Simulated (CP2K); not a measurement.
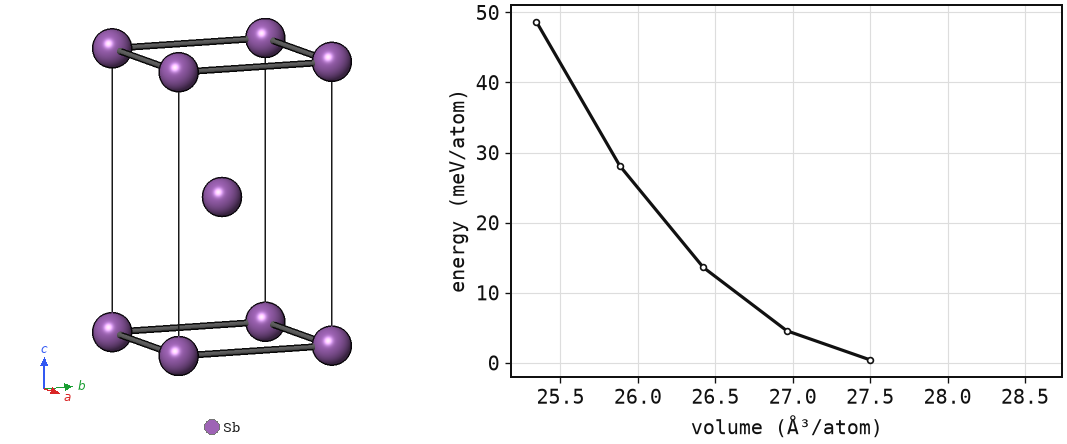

The plot gives the computed energy against volume for Sb, space group I4/mmm (No. 139). The conventional cell is drawn beside the plot.

Cell as given: a = 3.511 Å, b = 3.511 Å, c = 3.511 Å, α = 126.63°, β = 126.63°, γ = 78.85°; 1 atom.

Calculation (CP2K 2026.2): DFT in Gaussian orbitals with a plane-wave density, no spin polarisation; energies at scaled volumes of the given cell, shape and fractions fixed, counted from the fit's minimum, third-order Birch-Murnaghan fit. Level: PBEsol.

k mesh 12×12×12; occupations Fermi–Dirac; smearing width 0.05 eV; potentials GTH PBE with UZH TZVP basis; density cutoff 6123 eV; program settings ngrids 4, basis sets Sb TZVP-MOLOPT-PBE-GTH-q5, cutoff ry 450 Ry, rel cutoff ry 60 Ry.

The points at volume 28.04 Å³/atom and 28.58 Å³/atom are left out of the plot. What values does the calculation give there?

```
volume (Å³/atom)  energy (meV/atom)
           28.04               0.64
           28.58               4.79
```

Caveats: shape and atomic fractions are frozen while scaling, which makes layered, chain and framework solids too stiff.
